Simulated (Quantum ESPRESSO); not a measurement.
Bi: relaxation of cell and atoms

- system: Bi (P2/m, 2 atoms in the cell)
- method: Kohn-Sham DFT of a periodic cell, PBEsol with D3, PseudoDojo 0.4.1 SR PBEsol standard, no spin polarisation (Quantum ESPRESSO 7.5)

The structure derives from a Materials Project entry. The run did not end well.

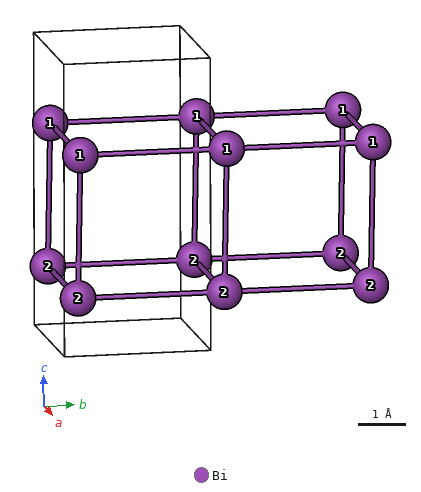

The input geometry (ball-and-stick view of the cell of the calculation, repeated 2 × 2 × 1, seen slightly off an axis; atoms are numbered from 1 in the order of the input). An atom can appear more than once, as a periodic image.

Input
```python
import numpy as np
from ase.calculators.espresso import Espresso, EspressoProfile
import spglib
from ase import Atoms
from ase.io import read

atoms = read('Bi.cif')
cell, pos, num = spglib.standardize_cell((atoms.cell[:], atoms.get_scaled_positions(), atoms.numbers), to_primitive=True, symprec=1e-4)
atoms = Atoms(numbers=num, cell=cell, scaled_positions=pos, pbc=True)

input_data = {
    'control': {'calculation': 'scf', 'prefix': 'pwscf', 'outdir': './tmp', 'tprnfor': True, 'tstress': True, 'disk_io': 'low'},
    'system': {'ecutwfc': 66.0, 'nbnd': 22, 'occupations': 'smearing', 'smearing': 'fd', 'degauss': 0.00367493, 'vdw_corr': 'grimme-d3', 'dftd3_version': 3},
    'electrons': {'conv_thr': 4e-10, 'electron_maxstep': 120, 'mixing_beta': 0.5},
}
pseudopotentials = {'Bi': 'Bi.upf'}
profile = EspressoProfile(command='mpirun -n 2 pw.x -nk 2', pseudo_dir='pseudo')
dft = Espresso(profile=profile, input_data=input_data, pseudopotentials=pseudopotentials, kpts=(7, 7, 3), koffset=(0, 0, 0))
atoms.calc = dft

from ase.optimize import FIRE
from ase.filters import FrechetCellFilter
done = FIRE(FrechetCellFilter(atoms), trajectory='opt.traj').run(fmax=0.02, steps=30)
print('converged', done)
print('cell (A)', np.round(atoms.cell.cellpar(), 5))
print(f'energy {atoms.get_potential_energy():.8f} eV')
print('forces (eV/A)')
print(np.round(atoms.get_forces(), 6))
print('stress (eV/A^3, Voigt)')
print(np.round(atoms.get_stress(), 8))
print(f'Fermi level {dft.get_fermi_level():.4f} eV')
```

File Bi.cif
```
data_Bi
_cell_length_a 3.23837625
_cell_length_b 3.22164332
_cell_length_c 6.44439103
_cell_angle_alpha 90.00000000
_cell_angle_beta 90.71532667
_cell_angle_gamma 90.00000000
_space_group_name_H-M_alt 'P2/m'
_space_group_name_Hall '-P 2y'
_space_group_IT_number 10
loop_
_space_group_symop_operation_xyz
'x,y,z'
'-x,-y,-z'
'-x,y,-z'
'x,-y,z'
loop_
_atom_site_label
_atom_site_type_symbol
_atom_site_symmetry_multiplicity
_atom_site_Wyckoff_symbol
_atom_site_fract_x
_atom_site_fract_y
_atom_site_fract_z
_atom_site_occupancy
Bi1 Bi 2 m 0.5442472500 0.0000000000 0.7495778900 1
```

Run on 2 threads of Arm Neoverse V2, 24 GiB of memory available, shared host.

Command:
```bash
OMP_NUM_THREADS=1 python run.py
```

What the program printed
```
Step          Energy          fmax
FIRE:    0    -4459.272500        0.920720
FIRE:    1    -4459.280496        0.763168
FIRE:    2    -4459.291075        0.455300
FIRE:    3    -4459.296460        0.051457
FIRE:    4    -4459.292858        0.412265
FIRE:    5    -4459.293302        0.388923
FIRE:    6    -4459.294098        0.343835
FIRE:    7    -4459.295072        0.280178
FIRE:    8    -4459.296024        0.202390
FIRE:    9    -4459.296765        0.115818
FIRE:   10    -4459.297175        0.044015
FIRE:   11    -4459.297243        0.063299
FIRE:   12    -4459.297248        0.062543
FIRE:   13    -4459.297259        0.060965
FIRE:   14    -4459.297275        0.058609
FIRE:   15    -4459.297295        0.055502
FIRE:   16    -4459.297320        0.051752
FIRE:   17    -4459.297347        0.047378
FIRE:   18    -4459.297379        0.044871
FIRE:   19    -4459.297416        0.044554
FIRE:   20    -4459.297459        0.044322
FIRE:   21    -4459.297508        0.043846
FIRE:   22    -4459.297562        0.043616
FIRE:   23    -4459.297628        0.042912
FIRE:   24    -4459.297701        0.042283
FIRE:   25    -4459.297786        0.041681
FIRE:   26    -4459.297888        0.041095
FIRE:   27    -4459.298021        0.040519
FIRE:   28    -4459.298181        0.039970
FIRE:   29    -4459.298373        0.039468
FIRE:   30    -4459.298599        0.038948
converged False
cell (A) [ 3.23207  3.23025  6.29035 90.      90.0639  90.     ]
energy -4459.29859852 eV
forces (eV/A)
[[-0.038984  0.       -0.001413]
 [ 0.038984  0.        0.001413]]
stress (eV/A^3, Voigt)
[ 3.2140e-05  4.6830e-05 -3.4339e-04 -0.0000e+00 -1.0100e-04 -0.0000e+00]
Fermi level 10.6058 eV
```

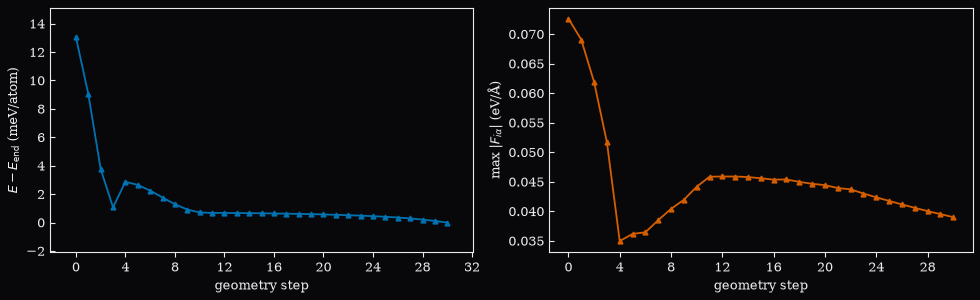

Progress of the relaxation, step by step (steps are counted from 0).

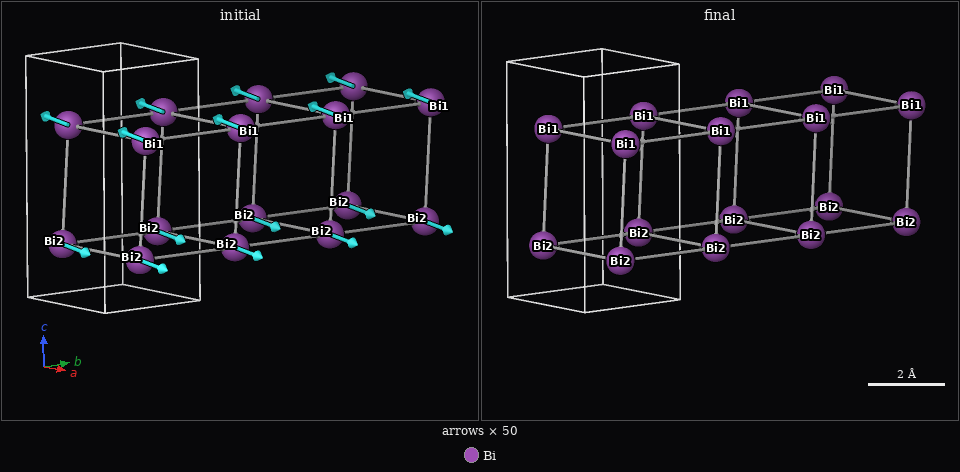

Before (left) and after (right) the relaxation, at one scale (ball-and-stick view of the cell of the calculation, repeated 2 × 3 × 1, seen at an oblique angle). The teal arrows give the displacements (without the part carried along by the change of the cell), magnified 50 times. The relaxation stopped without meeting its thresholds, so the last structure isn't shown to be converged. After 30 geometry steps the energy has fallen by 13.0 meV per atom. Largest force component: 0.073 eV/Å at the start, 0.039 eV/Å at the end. The largest moves relative to the cell, 0.025 Å, are those of Bi1 and Bi2. The volume changes by −2.3 %, with a 3.238 → 3.232 Å (−0.2 %), b 3.222 → 3.230 Å (+0.3 %), c 6.444 → 6.290 Å (−2.4 %), β 90.7° → 90.1°. Among the contacts that change: Bi1–Bi2 3.244 → 3.154 Å, Bi1–Bi1 3.222 → 3.230 Å. The space group stays P2/m (No. 10). (Atoms are counted from 1 in the order of the input.)

What the run reported

| quantity | value |
| --- | --- |
| outcome | not converged |
| space group (tolerance 0.01 Å) | P2/m (10) |
| electrons treated | 30 |
| free energy | −4459.2990 eV |
| Fermi energy | 10.606 eV |
| gap on the k-point mesh | none (metallic) |
| pressure | 0.01 GPa |
| final volume | 65.67 Å³ |
| largest force (length of the vector) at the end | 0.039 eV/Å |
| final cell | a = 3.232 Å, b = 3.230 Å, c = 6.290 Å, α = 90.00°, β = 90.06°, γ = 90.00° |
| wall time | 8.3 min (CPU time 17 min) |
| peak memory | 0.2 GiB |

Diagnosis

The run did not converge. Its last values are not results. Points of doubt noted for this run: coarse mesh.
